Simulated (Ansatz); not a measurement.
**Run report: W, single-point calculation**

System: W (slab, 3 atoms in the cell).
Method: DFT PBE, scalar-relativistic, plane waves, PAW, no spin polarisation (Ansatz 0.2.0).

The structure derives from an entry of the Crystallography Open Database. Figures and captions count atoms from 1; the log counts them from 0 in places.

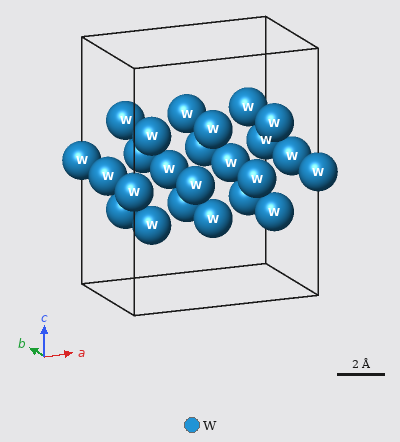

The structure as given in the input (spheres-only view of the 3 × 2 repeat of the cell, with the vacuum cut short, seen slightly off an axis).

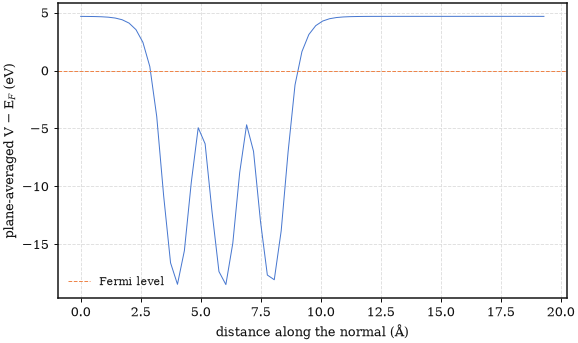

Plane average of the electrostatic potential energy of an electron across the cell, from the Fermi level. The vacuum level lies 4.68 eV above the Fermi level.

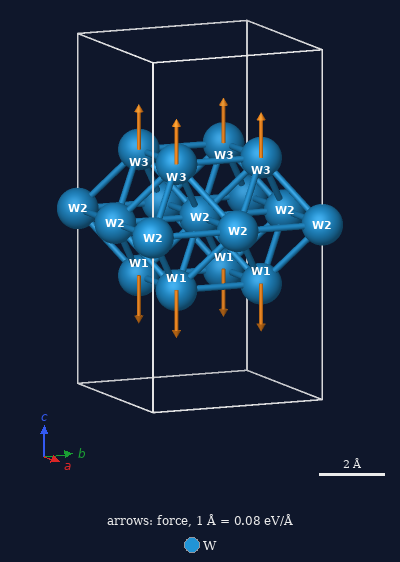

Forces on the atoms as orange arrows (ball-and-stick view of the 2 × 2 repeat of the cell, with the vacuum cut short, seen slightly off an axis; atoms are numbered from 1 in the order of the input); the smallest are left out. The largest act on W1 (0.12 eV/Å); W3 (0.11 eV/Å). The geometry is not a stationary point of this energy.

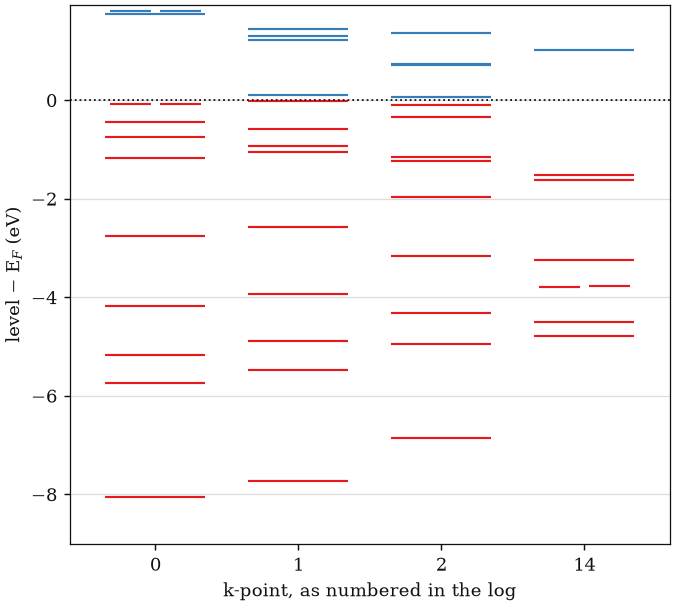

Kohn–Sham levels near the Fermi level (dotted) at the few k-points that the log prints; levels within 0.02 eV of each other stand side by side. The system is metallic on the full mesh.

These pictures come from the run below.

### The input
```yaml
crystal:
  lattice:
    - [2.8545944806, 0.0, 0.0]
    - [0.0, 2.8545944806, 0.0]
    - [0.0, 0.0, 19.4438254565]
  atoms:
    - { symbol: W, position: [0.5, 0.5, 0.2057208346] }
    - { symbol: W, position: [0.0, 0.0, 0.3071090611] }
    - { symbol: W, position: [0.5, 0.5, 0.4085526006] }
basis:
  ecutwfc: 420
kpoints:
  mp_grid: { grid: [9, 9, 1] }
hamiltonian:
  xc: pbe
scf:
  occupations: { method: gaussian, width: 0.1 }
output:
  forces: true
  eigenvalues: true
efield:
  axis: 3
  dipole_correction: true
  ramp_width: 0.04
```

Launch command:
```bash
ansatz run input.yaml --threads 1 --pin off --max-ram 3072MiB --backend cpu --events-out ev --progress --plain --runs-dir out
```

### What the program printed
```
Engine: ansatz 0.2.0, x86_64-unknown-linux-gnu
Pseudopotentials: kind: paw
Pseudopotential: W, paw, valence charge 14, recommended cutoff 420 eV (normal), W.paw.azcp
Functional definition: PBE
  parameter kappa = 0.804
  parameter beta = 0.06672455060314922
  exchange = pbe_x(kappa = kappa, mu = beta*pi^2/3)
  correlation = pbe_c(beta = beta)
Crystal: 3 atoms, lattice volume = 158.442 Å³
Basis set: ecut = 420 eV, 3117 PW (Γ), exchange–correlation on 40×40×270 points (8 copies of the dense FFT grid, shifted against one another)
Bands: 26, of which v1, the nominal top of the filled ones, is band 21 counted from 1 (20 counted from 0)
Symmetry: 8 space group operations
Space group: P4mm (ITA 99), of the structure as read, at distance tolerance 5.4e-5 Å
k-points: 15 of 81
Non-local potential: W, projectors of the file, l = 0: 3, l = 1: 2, l = 2: 2, l = 3: 1
PAW form: soft (Blöchl's): semilocal exchange-correlation on the pseudo side does not see the compensation charge
PAW one-centre angular grid: W, 590 points (default); XC on 64 Gauss nodes
Initial density: superposition of atomic densities (neutral atoms: chi_scale 0, normalization atom), corrected by the library's trained network
Initial wavefunctions: pseudopotential atomic-orbital guess
Functional: x = pbe(κ = 0.804, μ = 0.2195149727645171), c = pbe(β = 0.06672455060314922)
SCF iter   1: F=—  HF=-31149.717654 eV  |F-HF|=—  |Δ(HF+E_count)|=         —  Δρ=1.13e-2  dr2=1.30e0  ethr=1.77e-3  p=-0.000 e·Å  D=-3.47e-5 V/Å  ΔV_dip=0.00 eV  dr2_dipole=2.32e-7  V_vac-E_F(+/−)=4.82/4.82 eV  ⟨swp⟩=7.3  Hψ=1958  notcnv=0
efield: sawtooth ramp at fractional position 0.7871 (placed from the atoms, in the widest stretch of the axis that holds none; the zero of the levels goes with the place), width 0.0400; the density the first Hamiltonian is built on has a dipole p = -0.000 e·Å; the dipole correction subtracts the counter field D = -3.47e-5 V/Å, which shifts the + side's vacuum level by +0.00 eV against the − side's; the planar-averaged density in the ramp window peaks in size at 6.9e-6 e/Å³
preconditioner: auto → LDOS  [metal: Δε(μ)=0.023 eV  Ē_g=3.934 eV  σ=0.100 eV  W_gap=0.13  n_scr=12 (ndim 8)  ℏωp=12.5 eV  f_vac=0.581  D(μ)=8.34/eV (n_scr^D=70)  β→1.0]
SCF iter   2: F=—  HF=-31149.642736 eV  |F-HF|=—  |Δ(HF+E_count)|=   7.49e-2  Δρ=3.63e-3  dr2=1.51e-2  ethr=1.77e-3  p=-0.000 e·Å  D=-7.34e-5 V/Å  ΔV_dip=0.00 eV  dr2_dipole=6.35e-8  V_vac-E_F(+/−)=4.68/4.68 eV  ⟨swp⟩=1.9  Hψ=541  notcnv=0  defer=4
SCF iter   3: F=—  HF=-31149.646952 eV  |F-HF|=—  |Δ(HF+E_count)|=   4.22e-3  Δρ=1.61e-3  dr2=1.97e-2  ethr=3.59e-5  p=-0.000 e·Å  D=-6.59e-5 V/Å  ΔV_dip=0.00 eV  dr2_dipole=7.11e-6  V_vac-E_F(+/−)=4.71/4.71 eV  ⟨swp⟩=2.6  Hψ=770  notcnv=0  defer=4
SCF iter   4: F=—  HF=-31149.646011 eV  |F-HF|=—  |Δ(HF+E_count)|=   9.41e-4  Δρ=4.44e-4  dr2=4.81e-4  ethr=3.59e-5  p=-0.000 e·Å  D=-1.23e-4 V/Å  ΔV_dip=0.00 eV  dr2_dipole=6.98e-7  V_vac-E_F(+/−)=4.68/4.68 eV  ⟨swp⟩=2.3  Hψ=531  notcnv=0  defer=4
SCF iter   5: F=—  HF=-31149.645940 eV  |F-HF|=—  |Δ(HF+E_count)|=   7.15e-5  Δρ=9.91e-5  dr2=2.75e-5  ethr=1.14e-6  p=-0.000 e·Å  D=-9.29e-5 V/Å  ΔV_dip=0.00 eV  dr2_dipole=3.88e-7  V_vac-E_F(+/−)=4.68/4.68 eV  ⟨swp⟩=2.7  Hψ=703  notcnv=0  defer=4
SCF iter   6: F=—  HF=-31149.645892 eV  |F-HF|=—  |Δ(HF+E_count)|=   4.77e-5  Δρ=3.51e-5  dr2=2.38e-6  ethr=6.55e-8  p=-0.000 e·Å  D=-1.17e-4 V/Å  ΔV_dip=0.00 eV  dr2_dipole=1.75e-7  V_vac-E_F(+/−)=4.68/4.68 eV  ⟨swp⟩=2.1  Hψ=532  notcnv=0  defer=4
SCF iter   7: F=—  HF=-31149.645892 eV  |F-HF|=—  |Δ(HF+E_count)|=   1.08e-7  Δρ=1.05e-5  dr2=2.99e-7  ethr=5.67e-9  p=-0.000 e·Å  D=-1.01e-4 V/Å  ΔV_dip=0.00 eV  dr2_dipole=5.62e-8  V_vac-E_F(+/−)=4.68/4.68 eV  ⟨swp⟩=2.4  Hψ=646  notcnv=0  defer=4
SCF iter   8: F=-31149.645892 eV  HF=-31149.645892 eV  |F-HF|=1.19e-8  |Δ(HF+E_count)|=   8.42e-8  Δρ=4.43e-6  dr2=6.09e-8  ethr=2.38e-10  p=-0.000 e·Å  D=-1.10e-4 V/Å  ΔV_dip=0.00 eV  dr2_dipole=1.42e-8  V_vac-E_F(+/−)=4.68/4.68 eV  ⟨swp⟩=9.6  Hψ=1960  notcnv=0
SCF 1 converged in 8 iterations: F = -31149.645892 eV  dr2 = 6.09e-8
  greatest PAW one-centre occupation: 1.000 electrons in one spin orbital (limit 2), on the W atom at site 2 (counted from 0), in its partial waves of l = 0
SCF converged after 8 iterations
Free energy (F): -31149.645892 eV
Harris-Foulkes:  -31149.645892 eV  (|F-HF|=1.19e-8)
Internal energy: -31149.601839 eV  (E = F + TS)
E sigma→0 (E₀):  -31149.623866 eV
Entropy (-TS):   -0.044053 eV (-14.684 meV/atom)
Fermi energy:    3.559259 eV
Dipole field:    D = 0.000070 V/Å  (p = 0.000062 e·Å, saw-weighted, corrected)
Work function:   Φ+ = 4.6826 eV   Φ− = 4.6840 eV
Levels:          The Fermi level and band energies are counted from a zero that moves with the ramp; work functions are not
--- Per-component energies (eV) ---
  E_band       = -1018.028619
  E_kinetic    = 1338.729306
  E_local      = -33359.135858  (includes V_loc(G=0)·N_el)
  E_nonlocal   = 6.008264
  E_hartree    = 16039.168649
  E_xc         = -793.715322
  E_vxc        = -707.004311  (∫ρ·V_xc dr)
  E_paw        = -25687.674843  (= ΣΔE_a)
  E_vpaw       = -374.972700  (= ΣTr[D̂ρ^β])
  E_aug_tail   = -0.000181  (compensation charges beyond the density's cutoff)
  E_efield     = 0.000000  (sawtooth field / dipole correction)
  E_vefield    = 0.000001  (∫n·V_field dr)
  E_ewald      = 11307.018146
  E_smearing   = -0.044053  (= −TS)
  E_closure    = -0.000000  (closes the sum)
  Σ components = -31149.645892   (vs F -31149.645892, Δ=0.00e0)
--- Forces (eV/Å), atoms counted from 1 ---
  atom   1  W      0.00000000     0.00000000    -0.12051413
  atom   2  W     -0.00000000     0.00000000     0.00637124
  atom   3  W      0.00000000     0.00000000     0.11399830
  max |Σ_I F_I| component: 1.45e-4 eV/Å
--- Band table (eV; the first three rows and the last of 15) ---
  k-point 0: bands = ["-70.1660", "-70.1410", "-70.0098", "-34.8297", "-34.5113", "-34.1728", "-34.1728", "-34.0238", "-34.0238", "-34.0051", "-33.8371", "-33.8371", "-4.5029", "-2.1875", "-1.6090", "-0.6240", "0.8118", "2.3947", "2.8050", "3.1176", "3.4846", "3.4846", "5.3156", "5.3740", "5.3740", "5.5453"]
  k-point 1: bands = ["-70.1595", "-70.1370", "-70.0081", "-34.8085", "-34.5407", "-34.2142", "-34.1579", "-34.1568", "-34.0176", "-33.9502", "-33.9055", "-33.8409", "-4.1707", "-1.9099", "-1.3214", "-0.3745", "0.9820", "2.5012", "2.6305", "2.9836", "3.5440", "3.6692", "4.7822", "4.8536", "5.0000", "6.1228"]
  k-point 2: bands = ["-70.1425", "-70.1266", "-70.0043", "-34.7625", "-34.6411", "-34.3463", "-34.3194", "-34.1129", "-34.0460", "-34.0018", "-33.9512", "-33.8538", "-3.2984", "-1.3883", "-0.7599", "0.3887", "1.5950", "2.3328", "2.3962", "3.2148", "3.4656", "3.6314", "4.2680", "4.2975", "4.9186", "5.8916"]
  k-point 14: bands = ["-70.0745", "-70.0733", "-69.9662", "-34.7853", "-34.7837", "-34.5617", "-34.5376", "-34.4082", "-34.3785", "-34.2609", "-34.2426", "-34.1938", "-1.2363", "-0.9381", "-0.2284", "-0.2123", "0.3100", "1.9323", "2.0374", "4.5735", "5.5427", "5.6139", "6.6139", "6.9642", "7.0228", "7.4049"]
```

### Results in brief

- outcome: converged
- electrons treated: 42
- free energy: −31149.6459 eV
- work function, top face: 4.68 eV
- work function, bottom face: 4.68 eV
- Fermi energy: 3.559 eV
- gap on the k-point mesh: none (metallic)
- work function (upper face): 4.68 eV
- largest force (length of the vector): 0.121 eV/Å
- hardware: 1 thread of Intel Xeon @ 2.90GHz (Ice Lake), 192 GiB of memory available, shared host
- wall time: 4.4 s
- peak memory: 0.4 GiB

### Remarks

Spin–orbit coupling is left out, which matters for W.
